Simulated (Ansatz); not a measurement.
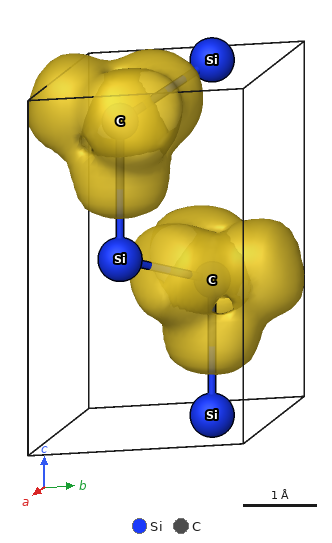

The picture shows: SiC. Isosurface of the electron localisation function at 0.7 (yellow), seen slightly off an axis. Only the valence region is drawn (cores and ρ < 0.01 e/Å³ removed). Sticks mark near contacts.

Space group P3m1; not relaxed (largest force 1.3 eV/Å).

Level of theory: Ansatz, DFT r2SCAN, scalar-relativistic, plane waves, PAW.

In a PAW calculation such maps are meaningful between the atoms, not at the nuclei.

```
Si C
1.0
     3.07600    0.00000    0.00000
    -1.53800    2.66389    0.00000
     0.00000    0.00000    5.04800
Si C
2 2
Cartesian
  0.0000 1.7759 0.0150
  1.5380 0.8880 2.5090
  0.0000 1.7759 1.9400
  1.5380 0.8880 4.4710
```

What do the ELF domains correspond to?

At this value the surface marks out two regions on C in which the atom's valence shell and bonds are merged, counted in one cell of 4 atoms. Regions shared between cells count once. Along the contacts the grid gives the following. Si–C (1.86 Å): the ELF peaks at about 0.95 between the atoms, as expected for a shared electron pair. Si–C (1.93 Å): the ELF peaks at about 0.95 between the atoms, as expected for localised, covalent bonding.
